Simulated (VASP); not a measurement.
TiN: geometry relaxation (part 1 of 2)

TiN (Fm-3m, 2 atoms in the cell), computed with Kohn-Sham DFT of a periodic cell, PBEsol, VASP PAW PBE potentials, recommended, no spin polarisation (VASP 6.6.1).

The structure derives from an entry of the Crystallography Open Database.

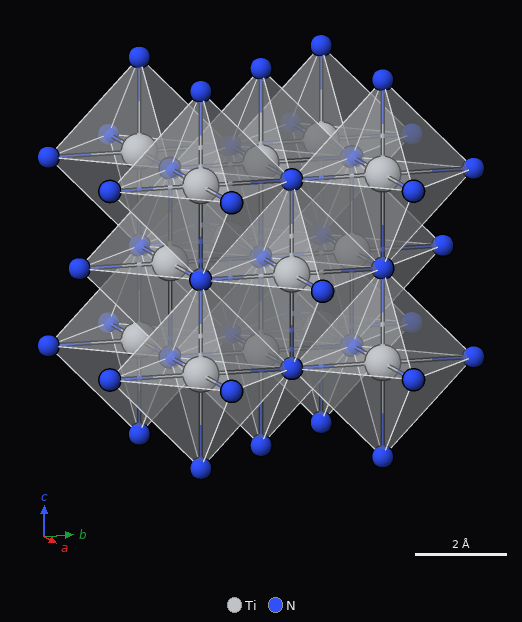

*The input geometry (polyhedral view of the cell 4 times as large as that of the calculation, set on its symmetry axes, seen slightly off an axis; polyhedra are completed across the faces of the cell).*

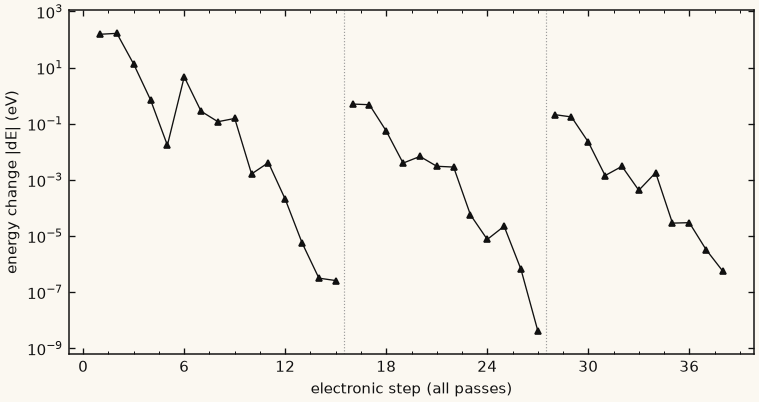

*Convergence of the self-consistent field: energy change |dE| against the electronic step. Each stretch between dotted lines is the SCF of one geometry step of a relaxation.*

The 3 ionic steps take 11 to 15 electronic steps each. The density is held fixed in the first few steps, and dE rises again when its update begins.

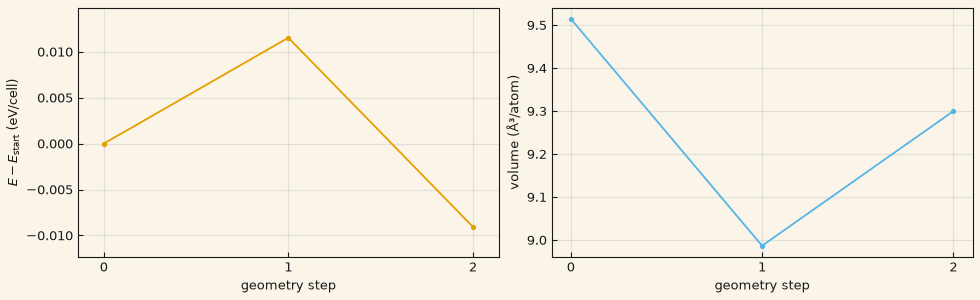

*Progress of the relaxation, step by step (steps are counted from 0).*

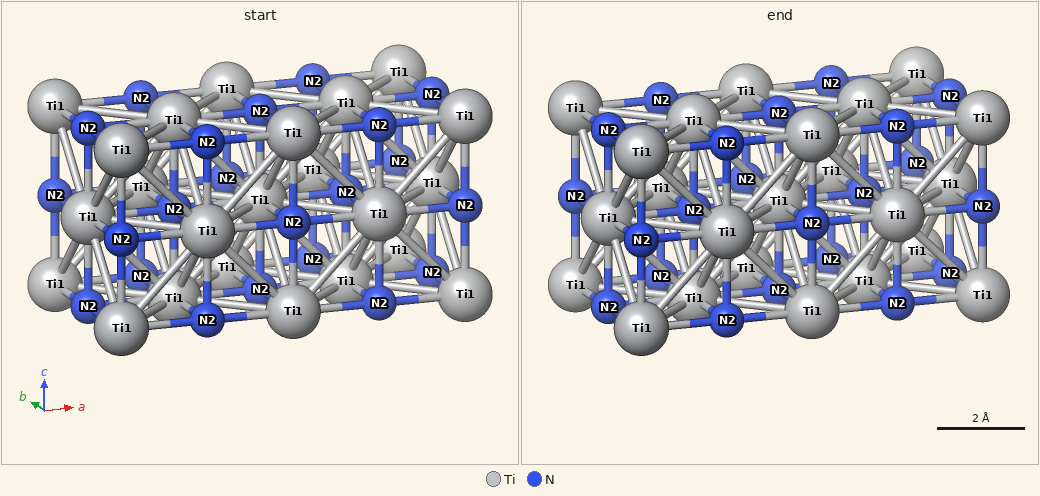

*Before (left) and after (right) the relaxation, at one scale (ball-and-stick view of the cell 4 times as large as that of the calculation, set on its symmetry axes, repeated 2 × 1 × 1, seen slightly off an axis).*

Over 2 geometry steps the energy falls by 9.1 meV per cell of the calculation. All forces vanish by symmetry, so only the cell relaxes. The atoms keep their places relative to the cell (all moves are under 0.005 Å). The volume changes by −2.3 %, with a = b = c 4.238 → 4.206 Å (−0.8 %). Distances before and after: Ti1–Ti1 2.997 → 2.974 Å, Ti1–N2 2.119 → 2.103 Å. The space group stays Fm-3m (No. 225). (Atoms are counted from 1 in the order of the input.)

The input that produced these results follows, with the program's output.

**INCAR**
```
PREC     = Accurate       # precision mode
ENCUT    = 600            # plane-wave cutoff, eV
EDIFF    = 1E-6           # SCF threshold, eV
ISMEAR   = 1              # smearing method
SIGMA    = 0.1            # smearing width, eV
LREAL    = False          # projectors in reciprocal space
LASPH    = True           # aspherical terms in the spheres
NELM     = 80             # most SCF steps
ALGO     = Normal         # electronic algorithm
ISIF     = 3              # what is computed and relaxed
LWAVE    = False          # write WAVECAR
LCHARG   = False          # write CHGCAR
GGA      = PS             # functional
IBRION   = 2              # ionic algorithm
NSW      = 90             # ionic steps
EDIFFG   = -0.01          # ionic threshold
```

**KPOINTS**
```
Automatic mesh
0
Gamma
  16 16 16
```

**POSCAR**
```
TiN
1.0
    0.0000000000      2.1190000000      2.1190000000
    2.1190000000      0.0000000000      2.1190000000
    2.1190000000      2.1190000000      0.0000000000
Ti N
1 1
Direct
    0.0000000000      0.0000000000      0.0000000000
    0.5000000000      0.5000000000      0.5000000000
```

Run as:
```bash
cat potpaw_PBE.64/Ti_sv/POTCAR potpaw_PBE.64/N/POTCAR > POTCAR
mpirun -np 1 vasp_std > vasp.out
```

**OSZICAR**
```
N       E                     dE             d eps       ncg     rms          rms(c)
DAV:   1     0.152955444897E+03    0.15296E+03   -0.97056E+03  3484   0.186E+03
DAV:   2    -0.118700267165E+02   -0.16483E+03   -0.15795E+03  3648   0.447E+02
DAV:   3    -0.250280242378E+02   -0.13158E+02   -0.12792E+02  4292   0.124E+02
DAV:   4    -0.257312010066E+02   -0.70318E+00   -0.69976E+00  4940   0.265E+01
DAV:   5    -0.257482256398E+02   -0.17025E-01   -0.17023E-01  4400   0.376E+00    0.184E+01
DAV:   6    -0.210919264043E+02    0.46563E+01   -0.30007E+01  4320   0.717E+01    0.648E+00
DAV:   7    -0.208153494066E+02    0.27658E+00   -0.31534E+00  4164   0.230E+01    0.487E+00
DAV:   8    -0.209325311572E+02   -0.11718E+00   -0.14684E+00  3796   0.175E+01    0.499E+00
DAV:   9    -0.207795109635E+02    0.15302E+00   -0.41263E-01  3764   0.992E+00    0.119E+00
DAV:  10    -0.207778985361E+02    0.16124E-02   -0.11533E-01  3736   0.486E+00    0.924E-01
DAV:  11    -0.207738114847E+02    0.40871E-02   -0.15575E-02  3860   0.169E+00    0.196E-01
DAV:  12    -0.207736092859E+02    0.20220E-03   -0.14433E-03  4988   0.591E-01    0.402E-02
DAV:  13    -0.207736149320E+02   -0.56461E-05   -0.92768E-05  4260   0.125E-01    0.191E-02
DAV:  14    -0.207736146203E+02    0.31168E-06   -0.12527E-05  3840   0.380E-02    0.337E-03
DAV:  15    -0.207736148768E+02   -0.25651E-06   -0.72585E-07  2176   0.102E-02
   1 F= -.20773615E+02 E0= -.20773160E+02  d E =-.207736E+02
       N       E                     dE             d eps       ncg     rms          rms(c)
DAV:   1    -0.212723284256E+02   -0.49871E+00   -0.13431E+01  3516   0.592E+01    0.708E+00
DAV:   2    -0.207998794345E+02    0.47245E+00   -0.15881E+00  3612   0.219E+01    0.196E+00
DAV:   3    -0.207454226003E+02    0.54457E-01   -0.32298E-01  4236   0.536E+00    0.543E-01
DAV:   4    -0.207493501238E+02   -0.39275E-02   -0.83743E-02  3828   0.346E+00    0.486E-01
DAV:   5    -0.207561369730E+02   -0.67868E-02   -0.12485E-02  5248   0.118E+00    0.275E-01
DAV:   6    -0.207591640023E+02   -0.30270E-02   -0.31191E-03  3704   0.532E-01    0.307E-01
DAV:   7    -0.207619990098E+02   -0.28350E-02   -0.53317E-03  5472   0.737E-01    0.180E-02
DAV:   8    -0.207620554376E+02   -0.56428E-04   -0.22322E-04  4196   0.144E-01    0.156E-02
DAV:   9    -0.207620629222E+02   -0.74846E-05   -0.15436E-05  4948   0.357E-02    0.136E-02
DAV:  10    -0.207620850535E+02   -0.22131E-04   -0.63659E-05  3892   0.709E-02    0.162E-02
DAV:  11    -0.207620857000E+02   -0.64645E-06   -0.13802E-05  3908   0.371E-02    0.134E-03
DAV:  12    -0.207620856958E+02    0.41834E-08   -0.42223E-07  1768   0.760E-03
   2 F= -.20762086E+02 E0= -.20761607E+02  d E =0.115292E-01
       N       E                     dE             d eps       ncg     rms          rms(c)
DAV:   1    -0.209715143596E+02   -0.20943E+00   -0.49192E+00  3504   0.374E+01    0.437E+00
DAV:   2    -0.207981056673E+02    0.17341E+00   -0.76355E-01  3692   0.143E+01    0.120E+00
DAV:   3    -0.207759725743E+02    0.22133E-01   -0.14022E-01  4236   0.365E+00    0.420E-01
DAV:   4    -0.207773844835E+02   -0.14119E-02   -0.39068E-02  3696   0.228E+00    0.280E-01
DAV:   5    -0.207803978213E+02   -0.30133E-02   -0.55888E-03  5396   0.738E-01    0.187E-01
DAV:   6    -0.207808198526E+02   -0.42203E-03   -0.29223E-04  3900   0.143E-01    0.173E-01
DAV:   7    -0.207826143192E+02   -0.17945E-02   -0.30248E-03  4308   0.473E-01    0.488E-02
DAV:   8    -0.207826428271E+02   -0.28508E-04   -0.68649E-04  4392   0.222E-01    0.300E-02
DAV:   9    -0.207826724476E+02   -0.29620E-04   -0.58778E-05  4648   0.542E-02    0.198E-02
DAV:  10    -0.207826756674E+02   -0.32198E-05   -0.13000E-05  4424   0.271E-02    0.127E-02
DAV:  11    -0.207826751251E+02    0.54230E-06   -0.15408E-06  2308   0.161E-02
   3 F= -.20782675E+02 E0= -.20782210E+02  d E =-.906025E-02
```

**Parts of OUTCAR**
```
PREC = Accurate
   ENCUT = 600
   EDIFF = 1E-6
   ISMEAR = 1
   LREAL = False
   LASPH = True
   NELM = 80
   ISIF = 3
   GGA = PS
   IBRION = 2
   NSW = 90
   EDIFFG = -0.01

 ion  position               nearest neighbor table
   1  0.000  0.000  0.000-   2 2.12   2 2.12   2 2.12   2 2.12   2 2.12   2 2.12
   2  0.500  0.500  0.500-   1 2.12   1 2.12   1 2.12   1 2.12   1 2.12   1 2.12

  LATTYP: Found a face centered cubic cell.
 ALAT       =     4.2380000000

  Lattice vectors:

 A1 = (   0.0000000000,   2.1190000000,   2.1190000000)
 A2 = (   2.1190000000,   0.0000000000,   2.1190000000)
 A3 = (   2.1190000000,   2.1190000000,   0.0000000000)

Analysis of symmetry for initial positions (statically):
=====================================================================
 Subroutine PRICEL returns:
 Original cell was already a primitive cell.

 Routine SETGRP: Setting up the symmetry group for a
 face centered cubic supercell.

 Subroutine GETGRP returns: Found 48 space group operations
 (whereof 48 operations were pure point group operations)
 out of a pool of 48 trial point group operations.

The static configuration has the point symmetry O_h .

Analysis of symmetry for dynamics (positions and initial velocities):
=====================================================================
 Subroutine PRICEL returns:
 Original cell was already a primitive cell.

 Routine SETGRP: Setting up the symmetry group for a
 face centered cubic supercell.

 Subroutine GETGRP returns: Found 48 space group operations
 (whereof 48 operations were pure point group operations)
 out of a pool of 48 trial point group operations.

The dynamic configuration has the point symmetry O_h .

 Subroutine INISYM returns: Found 48 space group operations
 (whereof 48 operations are pure point group operations),
 and found     1 'primitive' translations

----------------------------------------------------------------------------------------

                                     Primitive cell

  volume of cell :      19.0293

  direct lattice vectors                    reciprocal lattice vectors
     0.000000000  2.119000000  2.119000000    -0.235960359  0.235960359  0.235960359
     2.119000000  0.000000000  2.119000000     0.235960359 -0.235960359  0.235960359
     2.119000000  2.119000000  0.000000000     0.235960359  0.235960359 -0.235960359

  length of vectors
     2.996718539  2.996718539  2.996718539     0.408695330  0.408695330  0.408695330

  position of ions in fractional coordinates (direct lattice)
     0.000000000  0.000000000  0.000000000
     0.500000000  0.500000000  0.500000000

  ion indices of the primitive-cell ions
   primitive index   ion index
                 1           1
                 2           2

----------------------------------------------------------------------------------------

 KPOINTS: Automatic mesh

Automatic generation of k-mesh.
 Grid dimensions read from file:
 generate k-points for:   16   16   16

 Generating k-lattice:

  Cartesian coordinates                     Fractional coordinates (reciprocal lattice)
    -0.014747522  0.014747522  0.014747522     0.062500000  0.000000000  0.000000000
     0.014747522 -0.014747522  0.014747522     0.000000000  0.062500000  0.000000000
     0.014747522  0.014747522 -0.014747522     0.000000000  0.000000000  0.062500000

  Length of vectors
     0.025543458  0.025543458  0.025543458

  Shift w.r.t. Gamma in fractional coordinates (k-lattice)
     0.000000000  0.000000000  0.000000000

 Subroutine IBZKPT returns following result:
 ===========================================

 Found    145 irreducible k-points:

 Following reciprocal coordinates:
            Coordinates               Weight
  0.000000  0.000000  0.000000      1.000000
  0.062500  0.000000  0.000000      8.000000
  0.125000  0.000000  0.000000      8.000000
  0.187500  0.000000  0.000000      8.000000
  0.250000  0.000000  0.000000      8.000000
  0.312500  0.000000  0.000000      8.000000
  0.375000  0.000000  0.000000      8.000000
  0.437500  0.000000  0.000000      8.000000
  0.500000  0.000000  0.000000      4.000000
  0.062500  0.062500  0.000000      6.000000
  0.125000  0.062500  0.000000     24.000000
  0.187500  0.062500  0.000000     24.000000
  0.250000  0.062500  0.000000     24.000000
  0.312500  0.062500  0.000000     24.000000
  0.375000  0.062500  0.000000     24.000000
  0.437500  0.062500  0.000000     24.000000
  0.500000  0.062500  0.000000     24.000000
 -0.437500  0.062500  0.000000     24.000000
 -0.375000  0.062500  0.000000     24.000000
 -0.312500  0.062500  0.000000     24.000000
 -0.250000  0.062500  0.000000     24.000000
 -0.187500  0.062500  0.000000     24.000000
 -0.125000  0.062500  0.000000     24.000000
 -0.062500  0.062500  0.000000     12.000000
 [... further k-points ...]
```
